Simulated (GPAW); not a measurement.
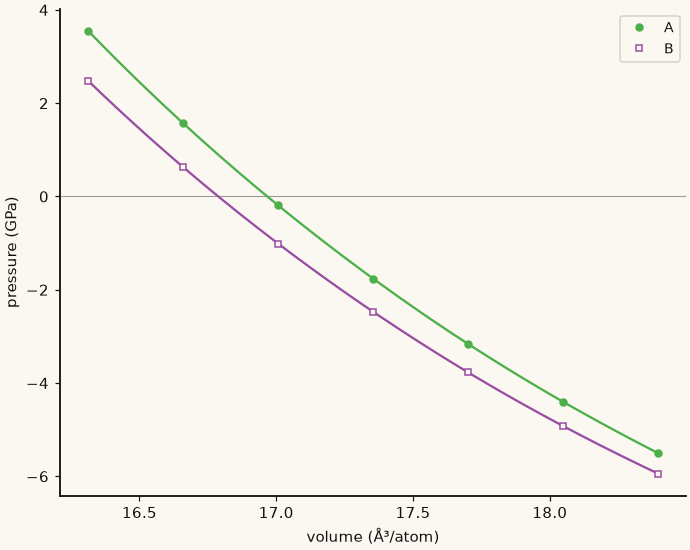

The picture above shows the pressure against volume, with one curve for each functional, for PbF₂ (space group Fm-3m). The labels are replaced by letters. In alphabetical order the cases are: PBEsol; r2SCAN.

Method: PAW DFT in plane waves, on a grid or in atomic orbitals, no spin polarisation; energies at scaled volumes of the given cell, shape and fractions fixed, counted from the fit's minimum, third-order Birch-Murnaghan fit (GPAW 26.7.0). All runs: no spin polarisation.

k mesh 8×8×8; occupations Fermi–Dirac; smearing width 0.05 eV; wave cutoff 800 eV.

**Which letter stands for which functional?**

A: r2SCAN; B: PBEsol.

Note: the fit and the printed pressures don't fully agree, or the minimum lies near the end of the range (r2SCAN); spin-orbit coupling left out, heavy elements.
